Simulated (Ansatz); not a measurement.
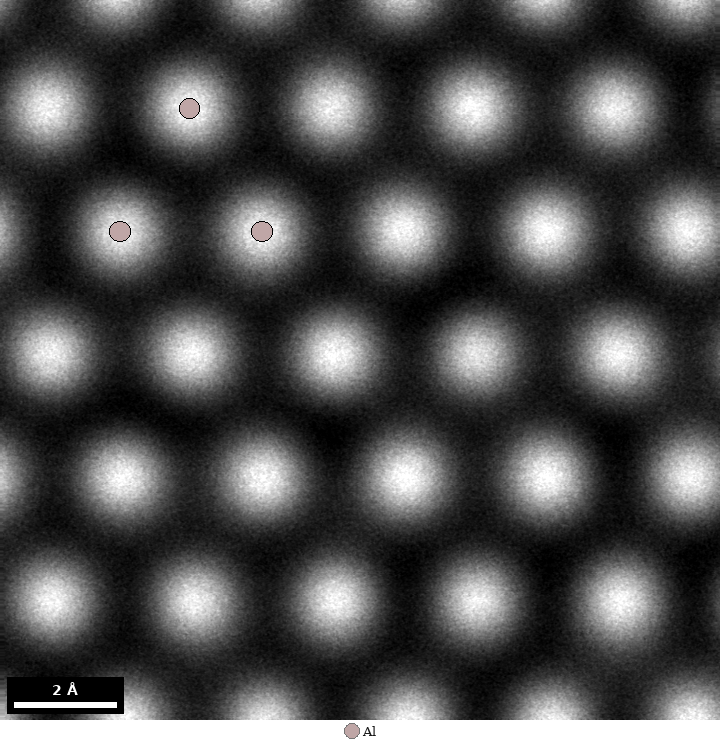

Z-contrast image of Al (P6/mmm, No. 191) along [001]. The image is simulated as a sum over atoms of Z^1.7, blurred by a 1.30 Å probe (no channelling). The probe carries 25 % of its weight in a tail 2.5 times as wide. Shot noise, a slight drift and the speckle of an amorphous layer were added. Structure used: the end point of a relaxation with DFT PBEsol, scalar-relativistic, plane waves, PAW in Ansatz 0.2.0; the starting structure was generated, so it need not be a known form of this composition.

Coloured dots in one corner mark the columns of the model.

Question: What can be read from this image?

Answer: The columns repeat on a hexagonal net with a repeat of 2.76 Å (plane group p6mm). All columns are alike (Al). The shortest distance between visible columns is 2.76 Å in projection. Along the beam the structure repeats every 2.78 Å.
